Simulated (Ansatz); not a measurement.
## Single-point calculation of Rh

- system: Rh (I4/mmm, 1 atom in the cell)
- method: DFT r2SCAN, scalar-relativistic, plane waves, PAW, no spin polarisation (Ansatz 0.2.0)

The structure derives from an entry of the Crystallography Open Database. It belongs to a series of runs on one base structure; here: strain -0.050 along x and y, +0.050 along z, atoms carried along.

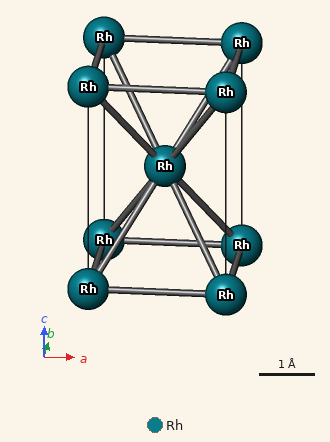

*The input geometry (ball-and-stick view of the cell 2 times as large as that of the calculation, set on its symmetry axes, seen at an oblique angle). An atom can appear more than once, as a periodic image.*

Near neighbours in the periodic cell (some may lie outside the picture): Rh has 12 Rh at 2.55 to 2.69 Å.

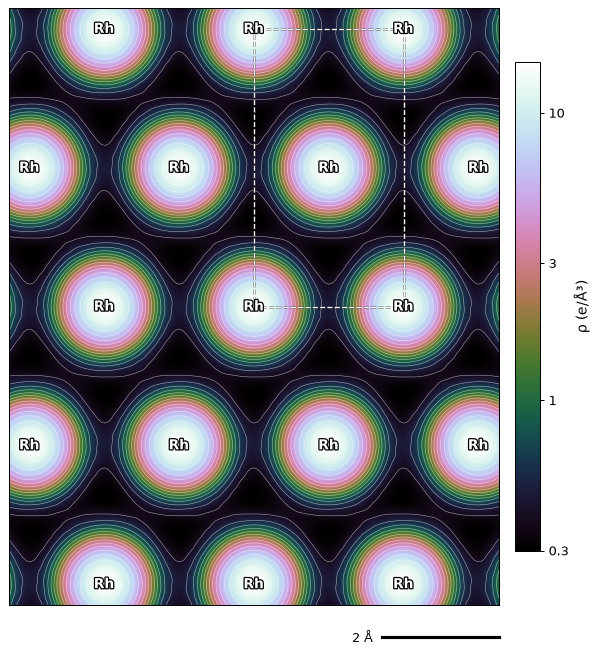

*Valence pseudo-density on the (101) plane of the conventional cell.*

Rh–Rh (2.55 Å): ρ is about 0.47 e/Å³ halfway. Rh–Rh (2.69 Å): ρ at the midpoint is about 0.36 e/Å³. Away from the nuclei the density in this plane falls to 0.3 e/Å³ at its lowest. Core electrons are frozen (PAW), so the fields are smoothed inside the atomic spheres.

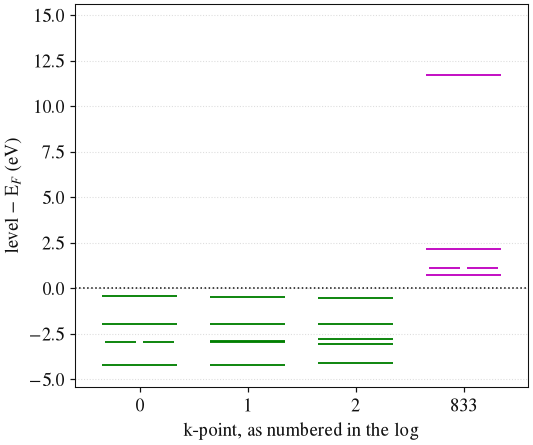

*Kohn–Sham levels near the Fermi level (dotted) at the few k-points that the log prints; levels within 0.02 eV of each other stand side by side.*

The system is metallic on the full mesh.

The input and output of the run follow.

The input
```yaml
crystal:
  lattice:
    - [0.0, 1.8064725, 1.9966275]
    - [1.8064725, 0.0, 1.9966275]
    - [1.8064725, 1.8064725, 0.0]
  atoms:
    - { symbol: Rh, position: [0.0, 0.0, 0.0] }
basis:
  ecutwfc: 500
kpoints:
  mp_grid: { grid: [22, 22, 22] }
hamiltonian:
  xc: r2scan
scf:
  occupations: { method: gaussian, width: 0.15 }
output:
  forces: true
  stress: true
  eigenvalues: true
  write_density: true
  write_potential: true
  elf: true
  volumetric_format: npy
```

Launched with:
```bash
ansatz run input.yaml --threads 1 --pin off --max-ram 2560MiB --backend cpu --events-out ev --progress --plain --runs-dir out
```

The program's output
```
Engine: ansatz 0.2.0, x86_64-unknown-linux-gnu
Pseudopotentials: kind: paw
Pseudopotential: Rh, paw, valence charge 17, recommended cutoff 500 eV (meta_gga), Rh.paw.azcp
Functional definition: r2SCAN
  parameter k0 = 0.174
  parameter k1 = 0.065
  parameter a1 = 4.9479
  exchange = r2scan_x(k0 = k0, k1 = k1, a1 = a1)
  correlation = r2scan_c
Crystal: 1 atoms, lattice volume = 13.031 Å³
Basis set: ecut = 500 eV, 339 PW (Γ), exchange–correlation on 80×80×80 points (64 copies of the dense FFT grid, shifted against one another)
Bands: 13, of which v1, the nominal top of the filled ones, is band 9 counted from 1 (8 counted from 0)
Symmetry: 16 space group operations
Space group: I4/mmm (ITA 139), of the structure as read, at distance tolerance 2.4e-5 Å
k-points: 834 of 10648
Non-local potential: Rh, projectors of the file, l = 0: 3, l = 1: 2, l = 2: 2, l = 3: 1
PAW form: soft (Blöchl's): semilocal exchange-correlation on the pseudo side does not see the compensation charge
PAW frozen core: Rh, regenerated for the run's functional (the file was generated under x = pbe(κ = 0.804, μ = 0.2195149727645171), c = pbe(β = 0.06672455060314922))
PAW one-centre angular grid: Rh, 590 points (default); XC on 160 Gauss nodes
Initial density: superposition of atomic densities (neutral atoms: chi_scale 0, normalization atom), corrected by the library's trained network
Initial wavefunctions: pseudopotential atomic-orbital guess
Functional: x = r2scan, c = r2scan; τ floored in thin density (d = 2e-4 eV/Å³)
SCF iter   1: F=—  HF=-6415.152993 eV  |F-HF|=—  |Δ(HF+E_count)|=         —  Δρ=1.14e-2  dr2=4.09e-3  dr2_τ=1.18e-2  ethr=1.77e-3  ⟨swp⟩=5.0  Hψ=61217  notcnv=0
preconditioner: auto → none  [metal: Δε(μ)=0.002 eV  Ē_g=15.273 eV  σ=0.150 eV  W_gap=0.01  n_scr=0 (ndim 8)  ℏωp=30.9 eV  f_vac=0.000  D(μ)=1.19/eV (n_scr^D=14)]
SCF iter   2: F=—  HF=-6415.165644 eV  |F-HF|=—  |Δ(HF+E_count)|=   1.27e-2  Δρ=6.13e-3  dr2=1.42e-3  dr2_τ=1.72e-4  ethr=2.40e-5  ⟨swp⟩=2.1  Hψ=21976  notcnv=0
SCF iter   3: F=—  HF=-6415.166064 eV  |F-HF|=—  |Δ(HF+E_count)|=   4.20e-4  Δρ=2.12e-3  dr2=5.35e-4  dr2_τ=4.96e-5  ethr=8.32e-6  ⟨swp⟩=2.2  Hψ=15337  notcnv=0
SCF iter   4: F=—  HF=-6415.165917 eV  |F-HF|=—  |Δ(HF+E_count)|=   1.48e-4  Δρ=3.68e-4  dr2=1.03e-5  dr2_τ=3.56e-6  ethr=3.15e-6  ⟨swp⟩=2.4  Hψ=15599  notcnv=0
SCF iter   5: F=—  HF=-6415.165919 eV  |F-HF|=—  |Δ(HF+E_count)|=   2.77e-6  Δρ=8.50e-5  dr2=1.73e-7  dr2_τ=4.92e-8  ethr=6.07e-8  ⟨swp⟩=2.1  Hψ=14466  notcnv=0
SCF iter   6: F=-6415.165920 eV  HF=-6415.165920 eV  |F-HF|=2.71e-9  |Δ(HF+E_count)|=   4.71e-7  Δρ=5.46e-6  dr2=1.36e-9  dr2_τ=1.37e-9  ethr=5.88e-10  ⟨swp⟩=9.6  Hψ=73833  notcnv=0
SCF 1 converged in 6 iterations: F = -6415.165920 eV  dr2 = 1.36e-9
  greatest PAW one-centre occupation: 1.000 electrons in one spin orbital (limit 2), on the Rh atom at site 0 (counted from 0), in its partial waves of l = 1
SCF converged after 6 iterations
Free energy (F): -6415.165920 eV
Harris-Foulkes:  -6415.165920 eV  (|F-HF|=2.71e-9)
Internal energy: -6415.152550 eV  (E = F + TS)
E sigma→0 (E₀):  -6415.159235 eV
Entropy (-TS):   -0.013370 eV (-13.370 meV/atom)
Fermi energy:    23.772110 eV
--- Per-component energies (eV) ---
  E_band       = -78.966278
  E_kinetic    = 575.414790
  E_local      = -1500.212322  (includes V_loc(G=0)·N_el)
  E_nonlocal   = 355.620606
  E_hartree    = 529.605528
  E_xc         = -217.604751
  E_vxc        = -315.305391  (∫ρ·V_xc dr)
  E_paw        = -3604.417188  (= ΣΔE_a)
  E_vpaw       = -275.002820  (= ΣTr[D̂ρ^β])
  E_aug_tail   = 0.000585  (compensation charges beyond the density's cutoff)
  E_vtau       = 21.306883  (kinetic-family band-sum trace: ∫τ·v_τ [+ j·A + Jᵃ·Aᵃ] dr)
  E_ewald      = -2553.189840
  E_core_change = -0.369959  (= ΣΔE_core)
  E_smearing   = -0.013370  (= −TS)
  E_closure    = -0.000000  (closes the sum)
  Σ components = -6415.165920   (vs F -6415.165920, Δ=0.00e0)
--- Forces (eV/Å), atoms counted from 1 ---
  atom   1  Rh     0.00000000     0.00000000     0.00000000
  max |Σ_I F_I| component: 0.00e0 eV/Å
--- Stress (GPa, compression-positive) ---
       28.518204       0.000000       0.000000
        0.000000      28.518204      -0.000000
        0.000000      -0.000000      -1.547727
  P = ⅓ Tr σ = 18.4962 GPa (184.962 kbar)
--- Band table (eV; the first three rows and the last of 834) ---
  k-point 0: bands = ["-57.5175", "-24.1158", "-24.0462", "-24.0462", "15.2431", "19.5502", "20.8340", "20.8340", "21.8073", "23.3450", "40.3821", "44.0796", "47.2617"]
  k-point 1: bands = ["-57.5143", "-24.1236", "-24.0623", "-24.0474", "15.3355", "19.5751", "20.7999", "20.8699", "21.8019", "23.3103", "40.5175", "44.0942", "46.8671"]
  k-point 2: bands = ["-57.5050", "-24.1580", "-24.0975", "-24.0511", "15.6040", "19.6380", "20.7065", "20.9715", "21.8059", "23.2159", "40.8949", "43.9330", "46.2732"]
  k-point 833: bands = ["-57.3552", "-24.9341", "-24.2867", "-24.2867", "16.7763", "17.1465", "24.4826", "24.8565", "24.8565", "25.9259", "35.4932", "39.4062", "39.4062"]
```

Summary

```csv
quantity,value
outcome,converged
space group (tolerance 0.01 Å),I4/mmm (139)
electrons treated,17
free energy,−6415.1659 eV
Fermi energy,23.772 eV
gap on the k-point mesh,none (metallic)
pressure,18.50 GPa
largest force (length of the vector),under 0.001 eV/Å
hardware,"1 thread of Intel Xeon @ 2.70GHz, 189 GiB of memory available, shared host"
wall time,20 s
peak memory,0.47 GiB
```
